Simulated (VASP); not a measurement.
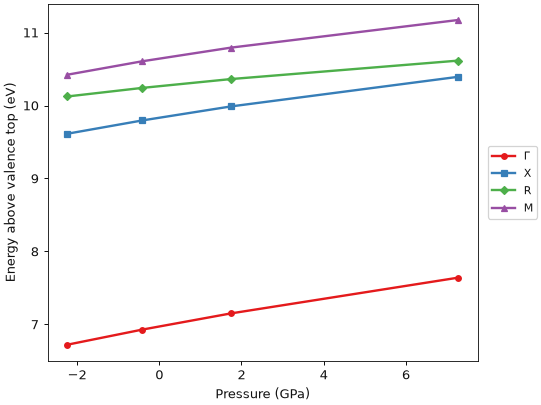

Lowest conduction level at each named k point, counted from the valence-band top at R.

System: cubic perovskite-type KMgF$_{3}$, space group Pm-3m (No. 221), 5 atoms in the cell. The cell is scaled uniformly. Computed with VASP 6.6.1: PBE, VASP PAW PBE potentials, release 64 (K_sv, Mg, F), no spin polarisation, no spin-orbit coupling, 6×6×6 k mesh, 520 eV cutoff, Gaussian smearing of 0.02 eV.

Q: How does each level move from −2.2 GPa to 7.3 GPa?

A: Γ rises by 0.92 eV, X rises by 0.78 eV, R rises by 0.50 eV and M rises by 0.75 eV.

Q: Which of these conduction levels is lowest, and does that change?

A: The lowest is the one at Γ, over the whole range, so among these points the gap stays indirect.

Q: What are the pressure coefficients?

A: Straight lines through the points have slopes of +96 at Γ, +81 at X, +51 at R and +78 at M (meV per GPa). The points bend away from straight lines by up to 0.03 eV, so these are means over the range.

The values:
| pressure | Γ (eV) | X (eV) | R (eV) | M (eV) | volume (Å³/atom) |
| --- | --- | --- | --- | --- | --- |
| −2.2 GPa | 6.72 | 9.61 | 10.12 | 10.42 | 13.73 |
| −0.4 GPa | 6.93 | 9.80 | 10.24 | 10.61 | 13.33 |
| 1.7 GPa | 7.15 | 9.99 | 10.36 | 10.79 | 12.93 |
| 7.3 GPa | 7.64 | 10.39 | 10.62 | 11.17 | 12.13 |

LDA, GGA and most meta-GGA functionals understate gaps. The cell was derived from a database entry in an earlier step, so it needn't be the measured one.
